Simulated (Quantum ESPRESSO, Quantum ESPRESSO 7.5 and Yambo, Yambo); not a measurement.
# Beyond one shot: SiC (F-43m)

Wanted: G0W0 and self-consistent gaps of SiC (F-43m), with the cost of the cycles.

Program: Quantum ESPRESSO 7.5 and Yambo 5.3.0. Level of theory: PBE and many-body steps on it, plane waves. Results are calculated unless marked as measured.

**The experiments to reproduce.**

- Gap 2.39 eV: band gap at cryogenic temperature; bulk crystal (literature value) (quoted in “Silicon carbide diodes for neutron detection”, 2020, arxiv:2009.14696).

- Gap 2.4 eV: Tauc optical (indirect) gap of annealed polycrystalline 3C-SiC; UV-VIS spectroscopic ellipsometry, Tauc analysis; film (CVD ultrathin polycrystalline film, annealed, about 5 nm grains) (“On-Demand CMOS-Compatible Fabrication of Ultrathin Self-Aligned SiC Nanowire Arrays”, 2018, pmc:6267454).

Most raw output is cut from this account.

## (1) Starting point

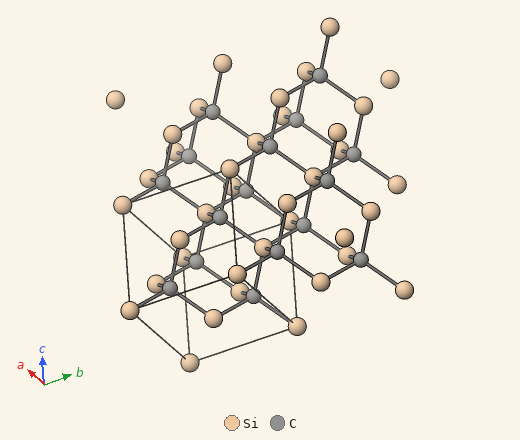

The starting structure, seen from a free direction (silicon light orange, carbon grey). 1×2×2 cells are drawn. This picture shows the conventional cell, with its axes. Bonds to atoms that aren't drawn are left out. Some periodic images of atoms are drawn too.

The cell and positions come from the Crystallography Open Database and are kept as given unless a step says otherwise.

## (2) Empty states on the mesh, 4×4×4 mesh, 50 bands

This step: Quantum ESPRESSO 7.5; DFT, PBE, plane waves, norm-conserving pseudopotentials.

The sums over transitions need many empty states on a uniform mesh; this step solves for them.

pw.in

```
&control
  calculation = 'nscf'
  prefix = 'x'
  outdir = 'o'
  pseudo_dir = 'pseudo'
/
&system
  ibrav = 0
  nat = 2
  ntyp = 2
  ecutwfc = 74.0
  nbnd = 50
  force_symmorphic = .true.
/
&electrons
  conv_thr = 1e-9
  electron_maxstep = 80
  diago_full_acc = .true.
  diago_thr_init = 5e-6
/
ATOMIC_SPECIES
  Si 28.085 Si.upf
  C 12.011 C.upf
CELL_PARAMETERS angstrom
  -0.0000000000 2.1790000000 2.1790000000
  2.1790000000 -0.0000000000 2.1790000000
  2.1790000000 2.1790000000 -0.0000000000
ATOMIC_POSITIONS crystal
  Si 0.0000000000 0.0000000000 0.0000000000
  C 0.2500000000 0.2500000000 0.2500000000
K_POINTS automatic
  4 4 4 0 0 0
```

The run is started by

```bash
$ OMP_NUM_THREADS=1 mpirun -n 4 pw.x -nk 4 -in pw.in > pw.out
```

Wall time 1.4 s (4 MPI ranks of Arm Neoverse V1, shared host); peak memory 0.05 GiB.

Numbers from this step:

| Item | Value |
| --- | --- |
| gap | 1.361 eV |
| k of the valence top | 0, 0, 0 |
| k of the conduction bottom | 0, -0.5, -0.5 |
| least direct gap | 4.553 eV |
| k points computed | 8 |
| lowest point of the top converged band, above the valence top | 73.3698 eV |

On this mesh the gap is 1.361 eV.

The density comes from a self-consistent run that is not shown.

## (3) Conversion and set-up

This step: Yambo 5.3.0; conversion and set-up on PBE, plane waves, norm-conserving pseudopotentials.

The states are converted to the many-body program's format and the q mesh is built.

The run is started by

```bash
$ (cd o/x.save; p2y > p2y.log; mv SAVE ../..); yambo > setup.log
```

Wall time 2 s (1 MPI rank); peak memory 0.23 GiB.

## (4) G0W0

G0W0 replaces the xc potential by the self-energy, built once from these orbitals. Only a window of levels is corrected, while the sums run over the empty bands that the input names.

This step: G0W0 on PBE, plane waves, norm-conserving pseudopotentials.

gw1.in

```
HF_and_locXC
gw0
dyson
ppa
em1d
rim_cut
RandQpts= 1000000
RandGvec= 1 RL
EXXRLvcs= 74 Ry
VXCRLvcs= 296 Ry
Chimod= "HARTREE"
% BndsRnXp
 1 | 50 |
%
NGsBlkXp= 9.5 Ry
% LongDrXp
 1 | 1 | 1 |
%
% GbndRnge
 1 | 50 |
%
DysSolver= "n"
ExtendOut
PPAPntXp= 27.21138 eV
% QPkrange
 1 | 8 | 1 | 8 |
%
```

The run is started by

```bash
$ OMP_NUM_THREADS=1 mpirun -n 4 yambo -F gw1.in -J gw1 -C gw1 > gw1.log
```

Run time: 30 s. Hardware: 4 MPI ranks; peak memory 1.2 GiB; 1.9 min of CPU time.

Numbers from this step:

| Quantity | Value |
| --- | --- |
| G0W0 gap on the mesh | 1.965 eV |
| starting gap on the mesh | 1.361 eV |
| k of the valence top | 0, 0, 0 |
| k of the conduction bottom | 0, -0.5, -0.5 |
| least direct G0W0 gap on the computed points | 5.527 eV |
| Z at the valence top | 0.7993 |
| Z at the conduction bottom | 0.8248 |

The gap on the mesh goes from 1.36 eV to 1.97 eV, a correction of +0.60 eV.

## (5) evGW0, cycle 1

This step: evGW0 on PBE, plane waves, norm-conserving pseudopotentials.

gw2.in, as its differences from gw1.in of step 4:

```diff
@@ -27 +27,2 @@
 %
+GfnQPdb= "E < ./gw1/ndb.QP"
```

The run is started by

```bash
$ OMP_NUM_THREADS=1 mpirun -n 4 yambo -F gw2.in -J gw2,gw1_W -C gw2 > gw2.log
```

The job ended after 25 s (4 MPI ranks; peak memory 1.1 GiB; 1.7 min of CPU time).

This step gave:

- quasiparticle gap on the mesh: 2.040 eV
- gap of the density functional on the mesh: 1.361 eV
- k of the valence top: 0, 0, 0
- k of the conduction bottom: 0, -0.5, -0.5
- least direct quasiparticle gap on the computed points: 5.649 eV
- Z at the valence top: 0.8031
- Z at the conduction bottom: 0.8320

Against G0W0 in Yambo (4×4×4 mesh, 50 bands, screening to 129.3 eV, Godby-Needs plasmon pole), the gap moves by +0.075 eV.

The program's own table gives 2.141 eV, which is too large where the input levels are shifted: this version takes Σc at the unshifted level E₀, yet steps from the shifted one. The value above is the Newton step from E₀, E₀ + Z(Σc + Σx − Vxc), rebuilt from the printed columns.

## (6) evGW0, cycle 2

The corrected levels of the last cycle go back in.

gw3.in, as its differences from gw2.in of step 5:

```diff
@@ -27,2 +27,2 @@
 %
-GfnQPdb= "E < ./gw1/ndb.QP"
+GfnQPdb= "E < ./gw2_fix/ndb.QP"
```

The run is started by

```bash
$ OMP_NUM_THREADS=1 mpirun -n 4 yambo -F gw3.in -J gw3,gw1_W -C gw3 > gw3.log
```

It took 26 s on 4 MPI ranks; peak memory 1.1 GiB; 1.7 min of CPU time.

Numbers from this step:

| Property | Result |
| --- | --- |
| quasiparticle gap on the mesh | 2.049 eV |
| gap of the density functional on the mesh | 1.361 eV |
| k of the valence top | 0, 0, 0 |
| k of the conduction bottom | 0, -0.5, -0.5 |
| least direct quasiparticle gap on the computed points | 5.666 eV |

Against the cycle before, the gap moves by +0.009 eV.

The program's own table gives 2.162 eV, which is too large where the input levels are shifted: this version takes Σc at the unshifted level E₀, yet steps from the shifted one. The value above is the Newton step from E₀, E₀ + Z(Σc + Σx − Vxc), rebuilt from the printed columns.

## (7) evGW, cycle 1

This step: evGW on PBE, plane waves, norm-conserving pseudopotentials.

gw4.in, as its differences from gw3.in of step 6:

```diff
@@ -27,2 +27,3 @@
 %
-GfnQPdb= "E < ./gw2_fix/ndb.QP"
+GfnQPdb= "E < ./gw1/ndb.QP"
+XfnQPdb= "E < ./gw1/ndb.QP"
```

The run is started by

```bash
$ OMP_NUM_THREADS=1 mpirun -n 4 yambo -F gw4.in -J gw4 -C gw4 > gw4.log
```

It took 30 s on 4 MPI ranks; peak memory 1.2 GiB; 1.9 min of CPU time.

Numbers from this step:

```yaml
quasiparticle_gap_on_the_mesh: 2.168 eV
gap_of_the_density_functional_on_the_mesh: 1.361 eV
k_of_the_valence_top: 0, 0, 0
k_of_the_conduction_bottom: 0, -0.5, -0.5
least_direct_quasiparticle_gap_on_the_computed_points: 5.804 eV
```

Against G0W0 in Yambo (4×4×4 mesh, 50 bands, screening to 129.3 eV, Godby-Needs plasmon pole), the gap moves by +0.203 eV.

The program's own table gives 2.264 eV, which is too large where the input levels are shifted: this version takes Σc at the unshifted level E₀, yet steps from the shifted one. The value above is the Newton step from E₀, E₀ + Z(Σc + Σx − Vxc), rebuilt from the printed columns.

## (8) evGW, cycle 2

gw5.in, as its differences from gw4.in of step 7:

```diff
@@ -27,3 +27,3 @@
 %
-GfnQPdb= "E < ./gw1/ndb.QP"
-XfnQPdb= "E < ./gw1/ndb.QP"
+GfnQPdb= "E < ./gw4_fix/ndb.QP"
+XfnQPdb= "E < ./gw4_fix/ndb.QP"
```

The run is started by

```bash
$ OMP_NUM_THREADS=1 mpirun -n 4 yambo -F gw5.in -J gw5 -C gw5 > gw5.log
```

Run time: 30 s. Hardware: 4 MPI ranks; peak memory 1.2 GiB.

This step gave:

```yaml
quasiparticle_gap_on_the_mesh: 2.228 eV
gap_of_the_density_functional_on_the_mesh: 1.361 eV
k_of_the_valence_top: 0, 0, 0
k_of_the_conduction_bottom: 0, -0.5, -0.5
least_direct_quasiparticle_gap_on_the_computed_points: 5.885 eV
```

Against the cycle before, the gap moves by +0.060 eV.

The program's own table gives 2.351 eV, which is too large where the input levels are shifted: this version takes Σc at the unshifted level E₀, yet steps from the shifted one. The value above is the Newton step from E₀, E₀ + Z(Σc + Σx − Vxc), rebuilt from the printed columns.

## (9) evGW, cycle 3

gw6.in, as its differences from gw5.in of step 8:

```diff
@@ -27,3 +27,3 @@
 %
-GfnQPdb= "E < ./gw4_fix/ndb.QP"
-XfnQPdb= "E < ./gw4_fix/ndb.QP"
+GfnQPdb= "E < ./gw5_fix/ndb.QP"
+XfnQPdb= "E < ./gw5_fix/ndb.QP"
```

The run is started by

```bash
$ OMP_NUM_THREADS=1 mpirun -n 4 yambo -F gw6.in -J gw6 -C gw6 > gw6.log
```

Elapsed: 30 s, on 4 MPI ranks; peak memory 1.2 GiB.

Numbers from this step:

| Property | Result |
| --- | --- |
| quasiparticle gap on the mesh | 2.246 eV |
| gap of the density functional on the mesh | 1.361 eV |
| k of the valence top | 0, 0, 0 |
| k of the conduction bottom | 0, -0.5, -0.5 |
| least direct quasiparticle gap on the computed points | 5.909 eV |

Against the cycle before, the gap moves by +0.018 eV.

The program's own table gives 2.377 eV, which is too large where the input levels are shifted: this version takes Σc at the unshifted level E₀, yet steps from the shifted one. The value above is the Newton step from E₀, E₀ + Z(Σc + Σx − Vxc), rebuilt from the printed columns.

## (10) evGW, cycle 4

gw7.in, as its differences from gw6.in of step 9:

```diff
@@ -27,3 +27,3 @@
 %
-GfnQPdb= "E < ./gw5_fix/ndb.QP"
-XfnQPdb= "E < ./gw5_fix/ndb.QP"
+GfnQPdb= "E < ./gw6_fix/ndb.QP"
+XfnQPdb= "E < ./gw6_fix/ndb.QP"
```

The run is started by

```bash
$ OMP_NUM_THREADS=1 mpirun -n 4 yambo -F gw7.in -J gw7 -C gw7 > gw7.log
```

Run time: 31 s. Hardware: 4 MPI ranks; peak memory 1.2 GiB.

Numbers from this step:

```
quasiparticle gap on the mesh                         : 2.251 eV
gap of the density functional on the mesh             : 1.361 eV
k of the valence top                                  : 0, 0, 0
k of the conduction bottom                            : 0, -0.5, -0.5
least direct quasiparticle gap on the computed points : 5.917 eV
```

Against the cycle before, the gap moves by +0.005 eV.

The program's own table gives 2.385 eV, which is too large where the input levels are shifted: this version takes Σc at the unshifted level E₀, yet steps from the shifted one. The value above is the Newton step from E₀, E₀ + Z(Σc + Σx − Vxc), rebuilt from the printed columns.

## (11) Side by side

Times are wall times on 4 MPI ranks of Arm Neoverse V1, shared host, good to a factor of about two.

```csv
run,mesh,bands,screening cutoff (eV),DFT gap (eV),gap on the mesh (eV),direct (eV),time
G0W0,4×4×4,50,129.3,1.361,1.965,5.527,30 s
"evGW0, cycle 1",4×4×4,50,129.3,1.361,2.040,5.649,25 s
"evGW0, cycle 2",4×4×4,50,129.3,1.361,2.049,5.666,26 s
"evGW, cycle 1",4×4×4,50,129.3,1.361,2.168,5.804,30 s
"evGW, cycle 2",4×4×4,50,129.3,1.361,2.228,5.885,30 s
"evGW, cycle 3",4×4×4,50,129.3,1.361,2.246,5.909,30 s
"evGW, cycle 4",4×4×4,50,129.3,1.361,2.251,5.917,31 s
```

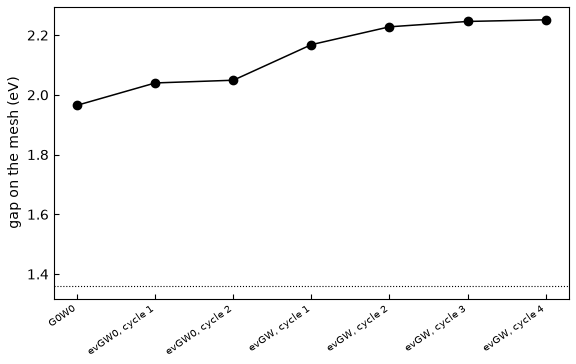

The gap through the cycles; the dotted line is the starting gap.

## (12) Results

```json
{"G0W0": "1.965 eV", "evGW0, cycle 1": "2.040 eV", "evGW0, cycle 2": "2.049 eV", "evGW, cycle 1": "2.168 eV", "evGW, cycle 2": "2.228 eV", "evGW, cycle 3": "2.246 eV", "evGW, cycle 4": "2.251 eV", "known limits": "not at the basis limit; coarse k mesh"}
```

What this shows: evGW0 ends at 2.05 eV, +0.08 eV from G0W0, after 2 cycles that took 51 s beside the first screening; the last moved the gap by 0.009 eV. evGW ends at 2.25 eV, +0.29 eV from G0W0, after 4 cycles that took 2 min beside the first screening; the last moved the gap by 0.005 eV. Against experiment, by evGW, cycle 4: the gap of 2.25 eV lies −0.14 eV from the measured 2.39 eV (kind not stated, quoted 2020); the gap of 2.25 eV lies −0.15 eV from the measured 2.4 eV (indirect, 2018). These are gaps on the mesh, at modest bands and cutoff. The calculation has static nuclei and no excitons; a measured gap holds zero-point and thermal motion, which mostly lowers it. Bands and cutoff are finite, so the gap is not at the basis limit. The miss can reach some tenths of an eV and take either sign; the mesh is an error of its own. The 4×4×4 mesh is coarse for this cell, which bears on the long-range parts of exchange and screening.

[Paths, hosts, dates, memory and timing lines, banners, echoed tables and standing remarks are left out of the program output.]

[Logs are printed without paths, hosts, clocks, repeated set-up lines and the standing remarks that a program may print on its own settings, such as how far it seeks lower states.]

[Runs of the session that timed out or met a known fault of the program may be left out.]

[Hosts, paths, dates, database ids (printed as entryN), source tags and the programs' standing remarks are cut or masked in the printed files.]
